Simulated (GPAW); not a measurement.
# Core-hole calculation of the C K edge in SiC (Moissanite 3C, F-43m), part 2 of 4

How does the C K edge of SiC (Moissanite 3C, F-43m) move when the bonds are compressed or stretched?

GPAW 26.7.0; X-ray absorption from dipole matrix elements to empty bands, plane-wave PAW PBE.

So far. Step 2 (Ground state of the crystal): The mesh shows a gap of 1.34 eV, so the hole is first treated in a charged cell, without the excited electron.

### 4. Spectrum with FCH, C atom 2

The holes are 6.2 Å apart. In GPAW the data set carries the hole's charge, so charge=0 means a charged cell and charge=-1 a neutral one. The excited electron is left out and a uniform background balances the charge. After the field has converged, empty bands are computed with the density fixed and the dipole matrix elements are summed.

The absorber has 4 Si at 1.89 Å (tetrahedral, site symmetry -43m).

xas.py reads:

```python
import numpy as np
from ase import Atoms
from ase.parallel import parprint, paropen
from gpaw import GPAW, PW, FermiDirac, Mixer, MixerDif, setup_paths
from gpaw.test import gen
setup_paths.insert(0, '.')
gen('C', name='fch1s', xcname='PBE', corehole=(1, 0, 1), write_xml=True)
from gpaw.mpi import world
world.barrier()

atoms = Atoms('Si8C8',
    cell=[[0, 4.358, 4.358],
     [4.358, 0, 4.358],
     [4.358, 4.358, 0]],
    scaled_positions=[[0, 0, 0],
     [0, 0, 0.5],
     [0, 0.5, 0],
     [0.5, 0, 0],
     [0, 0.5, 0.5],
     [0.5, 0, 0.5],
     [0.5, 0.5, 0],
     [0.5, 0.5, 0.5],
     [0.375, 0.375, 0.375],
     [0.375, 0.375, 0.875],
     [0.375, 0.875, 0.375],
     [0.875, 0.375, 0.375],
     [0.375, 0.875, 0.875],
     [0.875, 0.375, 0.875],
     [0.875, 0.875, 0.375],
     [0.875, 0.875, 0.875]],
    pbc=True)
atoms.calc = calc = GPAW(legacy_gpaw=True, mode=PW(430, force_complex_dtype=True), xc='PBE', setups={8: 'fch1s'},
    kpts={'size': (4, 4, 4), 'gamma': True}, occupations=FermiDirac(0.02),
    charge=0, mixer=Mixer(0.1, 5, 50), maxiter=150,
    convergence={'density': 0.0001, 'eigenstates': 1e-6}, txt='scf.txt')
energy = atoms.get_potential_energy() + calc.get_reference_energy()
ef = calc.get_fermi_level()
out = dict(energy=energy, fermi=ef, forces=atoms.get_forces().tolist())
parprint(f'all-electron energy {energy:.4f} eV, Fermi level {ef:.4f} eV')
ev = np.array([[calc.get_eigenvalues(k, s) for k in range(len(calc.get_ibz_k_points()))] for s in range(calc.get_number_of_spins())])
out['homo'], out['lumo'], out['counts'] = ev[ev < ef].max(), ev[ev > ef].min(), sorted(set((ev < ef).sum((0, 2)).tolist()))
out['filled'] = (ev[:, 0] < ef).sum(1).tolist()

from ase.units import Ha
from gpaw.xas import dipole_matrix_elements
nb = int(calc.get_number_of_electrons() / 2) + 101
top, nb = nb, nb + 8 + nb // 12
nscf = calc.fixed_density(kpts={'size': (5, 5, 5), 'gamma': True}, nbands=nb,
    convergence={'bands': top, 'eigenstates': 5e-3}, maxiter=60, txt='nscf.txt')
cell = atoms.cell.array
ops = [cell.T @ U.T @ np.linalg.inv(cell.T) for U in nscf.wfs.kd.symmetry.op_scc]
filled = [32]  # bands filled in the ground state, by spin
E = np.arange(-6, 34, 0.1)
fwhm = np.interp(E, [4, 25], [0.9, 3.5])
Y, X, zero, highest = 0, 0, 1e9, 1e9
for spin in range(nscf.get_number_of_spins()):
    wfs = nscf.wfs
    mine = wfs.bd.get_slice()  # this rank's bands
    A = dipole_matrix_elements(wfs.setups[8])
    eps = np.zeros((wfs.kd.nibzkpts, nb))
    d = np.zeros((3, A.shape[1], wfs.kd.nibzkpts, nb), complex)
    for kpt in wfs.kpt_u:
        if kpt.s == spin and 8 in kpt.P_ani:
            eps[kpt.k, mine] = kpt.eps_n * Ha
            d[:, :, kpt.k, mine] = (kpt.weight * wfs.nspins / 2) ** 0.5 * np.inner(A, kpt.P_ani[8])
    world.sum(eps)
    world.sum(d)
    T = np.einsum('amkn,bmkn->abkn', d, d.conj()).real
    T = sum(np.einsum('ai,ijkn,bj->abkn', R, T, R) for R in ops) / len(ops)
    empty = np.ones_like(eps, bool) & (np.arange(nb) >= filled[spin])
    zero, highest = min(zero, eps[empty].min()), min(highest, eps[:, top - 1].min())
    lines = [(eps, T, empty)] if spin == 0 else lines + [(eps, T, empty)]
for eps, T, empty in lines:
    f = np.einsum('aakn->akn', T).reshape(3, -1)
    x = eps.ravel() - zero
    w = np.interp(x, E, fwhm) / 2.35482
    g = np.exp(-0.5 * ((E[:, None] - x) / w) ** 2) / (w * (2 * np.pi) ** 0.5)
    Y = Y + (f * empty.ravel()) @ g.T
    X = X + (f * ~empty.ravel()) @ g.T
out.update(E=E.round(2).tolist(), xas=Y.tolist(), xes=X.tolist(), zero=zero, valid=highest - zero, nk=len(eps), nb=nb)
for i in range(0, len(E), 10):
    parprint(f'{E[i]:7.2f}', *(f'{v:10.3e}' for v in Y[:, i]))
import json
with paropen('out.json', 'w') as f:
    json.dump(out, f)
```

Run with:

```bash
> OMP_NUM_THREADS=1 mpirun -n 4 gpaw python xas.py
```

Numbers of over 12 decimals in the logs are rounded to 6 here.

Output:

```text
Input parameters:
  convergence: {density: 0.0001,
                eigenstates: 1e-06}
  kpts: {gamma: True,
         size: (4, 4, 4)}
  maxiter: 150
  mixer: {backend: pulay,
          beta: 0.1,
          method: separate,
          nmaxold: 5,
          weight: 50}
  mode: {ecut: 430.0,
         force_complex_dtype: True,
         name: pw}
  occupations: {fixmagmom: False,
                name: fermi-dirac,
                width: 0.02}
  setups: {8: fch1s}
  xc: PBE

Initialize ...

[... PAW data sets ...]

Reference energy: -71007.407044  # eV

Spin-paired calculation

[... convergence settings ...]
Symmetries present (total): 6
  [... symmetry matrices ...]

64 k-points: 4 x 4 x 4 Monkhorst-Pack grid + [1/8,1/8,1/8]
13 k-points in the irreducible part of the Brillouin zone
       k-points in crystal coordinates                weights
   0:     0.00000000    0.00000000    0.00000000          1/64
   1:     0.25000000    0.00000000   -0.25000000          6/64
   2:     0.25000000    0.00000000    0.00000000          6/64
   3:     0.25000000    0.25000000   -0.25000000          6/64
   4:     0.25000000    0.25000000    0.00000000          6/64
   5:     0.25000000    0.25000000    0.25000000          2/64
   6:     0.50000000    0.00000000    0.00000000          3/64
   7:     0.50000000    0.25000000   -0.25000000          6/64
   8:     0.50000000    0.25000000    0.00000000         12/64
   9:     0.50000000    0.25000000    0.25000000          6/64
          ...
  12:     0.50000000    0.50000000    0.50000000          1/64

Wave functions: Plane wave expansion
  Cutoff energy: 430.000 eV
  Number of coefficients (min, max): 3316, 3383
  Pulay-stress correction: 0.000000 eV/Ang^3 (de/decut=0.000000)
  Using FFTW library
  Wavefunction extrapolation:
    Improved wavefunction reuse through dual PAW basis

Occupation numbers: Fermi-Dirac:
  width: 0.0200  # eV

Eigensolver
   Davidson(niter=2)

Densities:
  Coarse grid: 30*30*30 grid
  Fine grid: 60*60*60 grid
  Total Charge: 1.000000

Density mixing:
  Method: separate
  Backend: pulay
  Linear mixing parameter: 0.1
  old densities: 5
  Width of damping distribution: 1.1
  Damping of long wavelength oscillations: 50

[... Hamiltonian set-up ...]
Number of atoms: 16
Number of atomic orbitals: 64
Number of bands in calculation: 43
Number of valence electrons: 64
Bands to converge: occupied

... initialized

Initializing position-dependent things.

Density initialized from atomic densities
Creating initial wave functions:
  43 bands from LCAO basis set

                               C
                        C
                         C

                   C         C
                       C
                     Si C
              Si C
               Si
         Si        Si

             Si
              Si
       Si

Atomic positions and initial magnetic moments

Positions:
   0 Si     0.000000    0.000000    0.000000    ( 0.0000,  0.0000,  0.0000)
   1 Si     2.179000    2.179000    0.000000    ( 0.0000,  0.0000,  0.0000)
   2 Si     2.179000    0.000000    2.179000    ( 0.0000,  0.0000,  0.0000)
   3 Si     0.000000    2.179000    2.179000    ( 0.0000,  0.0000,  0.0000)
   4 Si     4.358000    2.179000    2.179000    ( 0.0000,  0.0000,  0.0000)
   5 Si     2.179000    4.358000    2.179000    ( 0.0000,  0.0000,  0.0000)
   6 Si     2.179000    2.179000    4.358000    ( 0.0000,  0.0000,  0.0000)
[...]
13 C      5.447500    7.626500    5.447500    ( 0.0000,  0.0000,  0.0000)
  14 C      5.447500    5.447500    7.626500    ( 0.0000,  0.0000,  0.0000)
  15 C      7.626500    7.626500    7.626500    ( 0.0000,  0.0000,  0.0000)

Unit cell:
           periodic     x           y           z      points  spacing
  1. axis:    yes    0.000000    4.358000    4.358000    30     0.1677
  2. axis:    yes    4.358000    0.000000    4.358000    30     0.1677
  3. axis:    yes    4.358000    4.358000    0.000000    30     0.1677

  Lengths:   6.163143   6.163143   6.163143
  Angles:   60.000000  60.000000  60.000000

Effective grid spacing dv^(1/3) = 0.1830

iter:   1  -162.467874
iter:   2  -154.374455   -1.44  -0.56
iter:   3  -144.366293   -0.56  -0.65
iter:   4  -144.554327   -1.58  -1.09
iter:   5  -144.483504   -2.14  -1.21
iter:   6  -144.552272   -1.63  -1.47
iter:   7  -144.301470   -2.09  -1.58
iter:   8  -144.299545   -3.57  -2.31
iter:   9  -144.295062c  -3.99  -2.37
iter:  10  -144.294537c  -4.55  -2.78
iter:  11  -144.294462c  -5.19  -3.04
iter:  12  -144.294473c  -5.03  -3.15
iter:  13  -144.294365c  -5.64  -3.23
iter:  14  -144.294367c  -6.13c -3.44
iter:  15  -144.294363c  -6.96c -3.48
iter:  16  -144.294362c  -7.06c -3.58
iter:  17  -144.294359c  -7.19c -3.69
iter:  18  -144.294357c  -7.54c -3.86
iter:  19  -144.294356c  -7.22c -3.98
iter:  20  -144.294356c  -8.33c -4.37c

Converged after 20 iterations.

Dipole moment: (10.275388, 10.275388, 10.275388) |e|*Ang

Energy contributions relative to reference atoms: (reference = -71007.407044)

Kinetic:        +95.534380
Potential:     -102.904043
External:        +0.000000
XC:            -136.750789
Entropy (-ST):   -0.000000
Local:           -0.173905
SIC:             +0.000000
--------------------------
Free energy:   -144.294356
Extrapolated:  -144.294356

Showing only first 2 kpts
 Kpt  Band  Eigenvalues  Occupancy
  0    30      8.29300    2.00000
  0    31      8.29307    2.00000
  0    32      9.41369    0.00000
  0    33      9.65666    0.00000

  1    30      6.98464    2.00000
  1    31      8.06535    2.00000
  1    32     11.21609    0.00000
[...]
Fermi level: 8.86087

Gap: 1.121 eV
Transition (v -> c):
  (s=0, k=0, n=31, [0.00, 0.00, 0.00]) -> (s=0, k=0, n=32, [0.00, 0.00, 0.00])
No difference between direct/indirect transitions

Forces in eV/Ang:
  0 Si   -0.24619   -0.24619   -0.24619
  1 Si    0.24621    0.24621   -0.24616
  2 Si    0.24621   -0.24616    0.24621
  3 Si   -0.24616    0.24621    0.24621
  4 Si    0.73977   -0.73974   -0.73974
  5 Si   -0.73974    0.73977   -0.73974
  6 Si   -0.73974   -0.73974    0.73977
[...]
13 C    -0.00008    0.24055   -0.00008
 14 C    -0.00008   -0.00008    0.24055
 15 C    -0.00009   -0.00009   -0.00009
Scalar-relativistic atomic PBE calculation for C (Carbon, Z=6)
Core hole in 1s state (1s occupation: 1.0)
300 radial gridpoints.
|------------------------------------------------|
|------------------------------------------------|
[... the atom generator's iteration count ...]

Energy contributions:
-------------------------
Kinetic:      +26.485384
XC:            -3.485579
Potential:    -49.578981
-------------------------
Total:        -26.579177

state      eigenvalue         ekin         rmax
-----------------------------------------------
1s^1.0 :   -12.360196    17.354082        0.168
2s^2.0 :    -1.099219     2.380344        1.061
2p^2.0 :    -0.784094     2.185307        0.924
-----------------------------------------------
(units: Bohr and Hartree)

Generating PAW setup
Kinetic energy of the core from tauc = 17.362309
Cutoffs:
rc(s)=1.200
rc(p)=1.200
rc(d)=1.200
rc(vbar)=1.080
rc(comp)=1.200
rc(nct)=1.200

Kinetic energy of the core states: 17.354082
Charge: 1.0
Core electrons: 1.0
Valence electrons: 4.0
Pseudo-core charge: 0.009353
Shape function alpha=6.944
Pseudo-electron charge 3.959458
state    eigenvalue         norm
--------------------------------
2s(2) :    -1.099219     1.082315
*s    :    -0.099219
2p(2) :    -0.784094     0.892738
*p    :     0.215906
*d    :     0.000000
--------------------------------

Diagonalizing with gridspacing h=0.050

state   all-electron     PAW
-------------------------------
2s:      -1.099219    -1.100079
2p:      -0.784094    -0.785584
*d:                   -0.070724
*f:                   -0.014625
-------------------------------
all-electron energy -71151.7014 eV, Fermi level 8.8609 eV
[...]
31.00  1.765e-04  1.765e-04  1.765e-04
  32.00  1.583e-04  1.583e-04  1.583e-04
  33.00  1.273e-04  1.273e-04  1.273e-04
```

Run time: 61 s. Hardware: 4 MPI ranks of Arm Neoverse V2, shared host; peak memory 0.33 GiB.

The C K spectrum, C atom 2, full core hole (charged cell) (energy from the lowest empty level; intensity scaled to a mean of 1 over the first 20 eV):

| E (eV) | intensity |
| --- | --- |
| -2.0 | 0.00 |
| -0.5 | 0.00 |
| 1.0 | 0.10 |
| 2.5 | 0.84 |
| 4.0 | 1.13 |
| 5.5 | 1.69 |
| 7.0 | 1.83 |
| 8.5 | 2.21 |
| 10.0 | 1.19 |
| 11.5 | 1.31 |
| 13.0 | 0.49 |
| 14.5 | 0.28 |
| 16.0 | 0.38 |
| 17.5 | 0.61 |
| 19.0 | 1.10 |
| 20.5 | 0.97 |
| 22.0 | 0.75 |
| 23.5 | 0.70 |
| 25.0 | 0.58 |
| 26.5 | 0.54 |

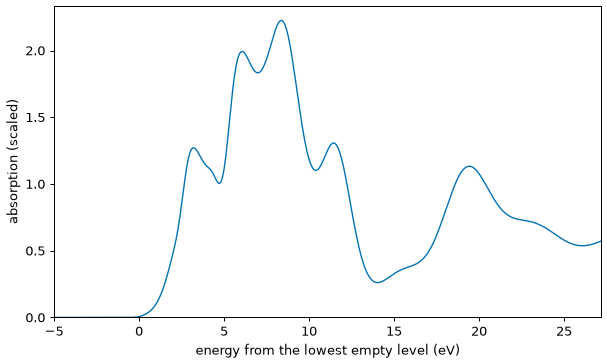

The C K edge, C atom 2, full core hole (charged cell): main maxima at 6.1, 8.4 and 11.4 eV.

Main maxima below 24 eV (height): 3.2 eV (1.27), 6.1 eV (1.99), 8.4 eV (2.23), 11.4 eV (1.31) and 19.4 eV (1.13). A K edge sees empty p states on the absorber.

The hole costs E(hole) − E(ground) = 279.51 eV, and the lowest empty level of the hole cell on the spectrum's mesh lies at 9.41 eV, which puts the zero at 288.92 eV. One term is added: -6.71 eV, since the hole is spin-paired here and a spin-polarised one costs that much less in the free atom (computed apart). The photon energy is then 282.21 eV. The functional and the charged cell's background leave an error of a few eV in such absolute values.

### 5. Reference energy of the supercell

The cell changes for the next run, so it gets a reference energy of its own.

The cell differs from the one that the last finished run ended in (a 6.163 → 6.037 Å, b 6.163 → 6.037 Å, c 6.163 → 6.037 Å).

scf.py reads:

```python
import numpy as np
from ase import Atoms
from ase.parallel import parprint, paropen
from gpaw import GPAW, PW, FermiDirac, Mixer, MixerDif, setup_paths
from gpaw.test import gen
setup_paths.insert(0, '.')
gen('C', name='nch1s', xcname='PBE', corehole=(1, 0, 0), write_xml=True)
from gpaw.mpi import world
world.barrier()

atoms = Atoms('Si8C8',
    cell=[[0, 4.26903626, 4.26903626],
     [4.26903626, 0, 4.26903626],
     [4.26903626, 4.26903626, 0]],
    scaled_positions=[[0, 0, 0],
     [0, 0, 0.5],
     [0, 0.5, 0],
     [0.5, 0, 0],
     [0, 0.5, 0.5],
     [0.5, 0, 0.5],
     [0.5, 0.5, 0],
     [0.5, 0.5, 0.5],
     [0.375, 0.375, 0.375],
     [0.375, 0.375, 0.875],
     [0.375, 0.875, 0.375],
     [0.875, 0.375, 0.375],
     [0.375, 0.875, 0.875],
     [0.875, 0.375, 0.875],
     [0.875, 0.875, 0.375],
     [0.875, 0.875, 0.875]],
    pbc=True)
atoms.calc = calc = GPAW(legacy_gpaw=True, mode=PW(430, force_complex_dtype=True), xc='PBE', setups={8: 'nch1s'},
    kpts={'size': (4, 4, 4), 'gamma': True}, occupations=FermiDirac(0.02),
    charge=0, mixer=Mixer(0.1, 5, 50), maxiter=150,
    convergence={'density': 0.0001, 'eigenstates': 1e-6}, txt='scf.txt')
energy = atoms.get_potential_energy() + calc.get_reference_energy()
ef = calc.get_fermi_level()
out = dict(energy=energy, fermi=ef, forces=atoms.get_forces().tolist())
parprint(f'all-electron energy {energy:.4f} eV, Fermi level {ef:.4f} eV')
ev = np.array([[calc.get_eigenvalues(k, s) for k in range(len(calc.get_ibz_k_points()))] for s in range(calc.get_number_of_spins())])
out['homo'], out['lumo'], out['counts'] = ev[ev < ef].max(), ev[ev > ef].min(), sorted(set((ev < ef).sum((0, 2)).tolist()))
out['filled'] = (ev[:, 0] < ef).sum(1).tolist()
import json
with paropen('out.json', 'w') as f:
    json.dump(out, f)
```

Run with:

```bash
> OMP_NUM_THREADS=1 mpirun -n 4 gpaw python scf.py
```

Output:

```text
Input parameters:
  convergence: {density: 0.0001,
                eigenstates: 1e-06}
  kpts: {gamma: True,
         size: (4, 4, 4)}
  maxiter: 150
  mixer: {backend: pulay,
          beta: 0.1,
          method: separate,
          nmaxold: 5,
          weight: 50}
  mode: {ecut: 430.0,
         force_complex_dtype: True,
         name: pw}
  occupations: {fixmagmom: False,
                name: fermi-dirac,
[...]
--------------------------------
2s(2) :    -0.505334     1.046026
*s    :     0.494666
2p(2) :    -0.194204     0.955972
*p    :     0.805796
*d    :     0.000000
--------------------------------

Diagonalizing with gridspacing h=0.050

state   all-electron     PAW
-------------------------------
2s:      -0.505334    -0.505970
2p:      -0.194204    -0.194948
*d:                    0.044948
*f:                    0.074429
-------------------------------
all-electron energy -71430.4339 eV, Fermi level 9.6018 eV
[key lines of the parts left out:]
Converged after 15 iterations.
Dipole moment: (10.762859, 10.762859, 10.762859) |e|*Ang
Free energy:   -118.654859
Fermi level: 9.60183
```

Run time: 19 s. Hardware: 4 MPI ranks; peak memory 0.25 GiB; 75 s of CPU time.

Reference energy: -71430.434 eV with the cores included.

### 6. Spectrum with FCH, C atom 2

Shorter bonds are expected to push antibonding states and scattering resonances up, and longer ones down; the cell is scaled to test that.

Changed against the first core-hole run: volume scale from 1 to 0.94.

xas.py, as its differences from that of step 4:

```diff
@@ -11,5 +11,5 @@
 atoms = Atoms('Si8C8',
-    cell=[[0, 4.358, 4.358],
-     [4.358, 0, 4.358],
-     [4.358, 4.358, 0]],
+    cell=[[0, 4.26903626, 4.26903626],
+     [4.26903626, 0, 4.26903626],
+     [4.26903626, 4.26903626, 0]],
     scaled_positions=[[0, 0, 0],
@@ -45,3 +45,3 @@
 from gpaw.xas import dipole_matrix_elements
-nb = int(calc.get_number_of_electrons() / 2) + 101
+nb = int(calc.get_number_of_electrons() / 2) + 95
 top, nb = nb, nb + 8 + nb // 12
```

Run with:

```bash
> OMP_NUM_THREADS=1 mpirun -n 4 gpaw python xas.py
```

Output:

```text
Input parameters:
  convergence: {density: 0.0001,
                eigenstates: 1e-06}
  kpts: {gamma: True,
         size: (4, 4, 4)}
  maxiter: 150
  mixer: {backend: pulay,
          beta: 0.1,
          method: separate,
          nmaxold: 5,
          weight: 50}
  mode: {ecut: 430.0,
         force_complex_dtype: True,
         name: pw}
  occupations: {fixmagmom: False,
                name: fermi-dirac,
[...]
*p    :     0.215906
*d    :     0.000000
--------------------------------

Diagonalizing with gridspacing h=0.050

state   all-electron     PAW
-------------------------------
2s:      -1.099219    -1.100079
2p:      -0.784094    -0.785584
*d:                   -0.070724
*f:                   -0.014625
-------------------------------
all-electron energy -71151.8812 eV, Fermi level 9.5818 eV
[...]
32.00  1.711e-04  1.711e-04  1.711e-04
  33.00  1.547e-04  1.547e-04  1.547e-04
[key lines of the parts left out:]
Converged after 15 iterations.
Dipole moment: (10.480935, 10.480935, 10.480935) |e|*Ang
Free energy:   -144.474159
Fermi level: 9.58180
```

It took 54 s on 4 MPI ranks; peak memory 0.32 GiB; 3.6 min of CPU time.

| E (eV) | first run | this run |
| --- | --- | --- |
| -2.0 | 0.00 | 0.00 |
| -1.0 | 0.00 | 0.00 |
| 0.0 | 0.01 | 0.01 |
| 1.0 | 0.10 | 0.08 |
| 2.0 | 0.48 | 0.37 |
| 3.0 | 1.24 | 1.10 |
| 4.0 | 1.13 | 1.06 |
| 5.0 | 1.11 | 0.88 |
| 6.0 | 1.99 | 1.56 |
| 7.0 | 1.83 | 1.86 |
| 8.0 | 2.15 | 2.05 |
| 9.0 | 1.95 | 2.36 |
| 10.0 | 1.19 | 1.75 |
| 11.0 | 1.23 | 1.18 |
| 12.0 | 1.14 | 1.38 |
| 13.0 | 0.49 | 1.03 |
| 14.0 | 0.26 | 0.45 |
| 15.0 | 0.33 | 0.31 |
| 16.0 | 0.38 | 0.37 |
| 17.0 | 0.49 | 0.39 |
| 18.0 | 0.79 | 0.48 |
| 19.0 | 1.10 | 0.79 |
| 20.0 | 1.08 | 1.14 |
| 21.0 | 0.86 | 1.18 |
| 22.0 | 0.75 | 0.96 |
| 23.0 | 0.72 | 0.79 |
| 24.0 | 0.66 | 0.74 |
| 25.0 | 0.58 | 0.70 |
| 26.0 | 0.54 | 0.63 |
| 27.0 | 0.56 | 0.58 |

The scaled spectrum changes by 23 % r.m.s. A shift of +0.6 eV leaves 11 %. The highest intensity below 16 eV goes from 8.4 eV (2.23) to 9.0 eV (2.36).

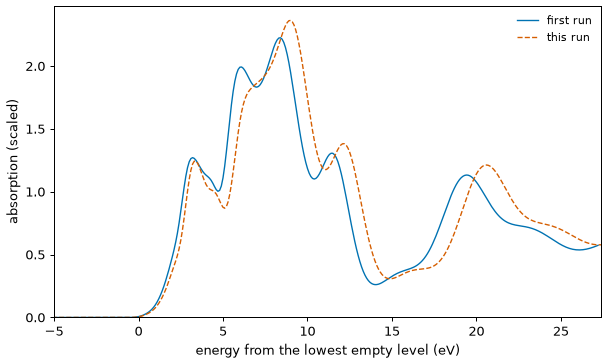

The effect of the change (volume scale from 1 to 0.94).

The photon energy of the zero moves by -0.28 eV.

### 7. Supercell without a hole, the energy reference

The cell changes for the next run, so it gets a reference energy of its own.

The cell differs from the one that the last finished run ended in (a 6.037 → 6.101 Å, b 6.037 → 6.101 Å, c 6.037 → 6.101 Å).

scf.py, as its differences from that of step 5:

```diff
@@ -11,5 +11,5 @@
 atoms = Atoms('Si8C8',
-    cell=[[0, 4.26903626, 4.26903626],
-     [4.26903626, 0, 4.26903626],
-     [4.26903626, 4.26903626, 0]],
+    cell=[[0, 4.31397679, 4.31397679],
+     [4.31397679, 0, 4.31397679],
+     [4.31397679, 4.31397679, 0]],
     scaled_positions=[[0, 0, 0],
```

Run with:

```bash
> OMP_NUM_THREADS=1 mpirun -n 4 gpaw python scf.py
```

Output:

```text
Input parameters:
  convergence: {density: 0.0001,
                eigenstates: 1e-06}
  kpts: {gamma: True,
         size: (4, 4, 4)}
  maxiter: 150
  mixer: {backend: pulay,
          beta: 0.1,
          method: separate,
          nmaxold: 5,
          weight: 50}
  mode: {ecut: 430.0,
         force_complex_dtype: True,
         name: pw}
  occupations: {fixmagmom: False,
                name: fermi-dirac,
[...]
--------------------------------
2s(2) :    -0.505334     1.046026
*s    :     0.494666
2p(2) :    -0.194204     0.955972
*p    :     0.805796
*d    :     0.000000
--------------------------------

Diagonalizing with gridspacing h=0.050

state   all-electron     PAW
-------------------------------
2s:      -0.505334    -0.505970
2p:      -0.194204    -0.194948
*d:                    0.044948
*f:                    0.074429
-------------------------------
all-electron energy -71430.9507 eV, Fermi level 9.2549 eV
[key lines of the parts left out:]
Converged after 15 iterations.
Dipole moment: (10.663136, 10.663136, 10.663136) |e|*Ang
Free energy:   -119.171713
Fermi level: 9.25489
```

It took 19 s on 4 MPI ranks; peak memory 0.25 GiB.

Reference energy: -71430.951 eV with the cores included.

[end of part 2 of 4]

[Banner, clock and machine lines of the logs are left out without a mark of their own.]

[Logs are printed without paths, hosts, clocks, repeated set-up lines and the standing remarks that a program may print on its own settings, such as how far it seeks lower states.]

[Hosts, paths, dates, database ids (printed as entryN), source tags and the programs' standing remarks are cut or masked in the printed files.]

[Lists of maxima count a maximum above −3 eV only where it reaches 4 % of the highest in the window and stands out from its surroundings by 2 % of it (1.5 % where it reaches 55 %); shoulders and weaker maxima are passed over, and of the rest the first, up to two pre-edge ones and the few strongest are named.]
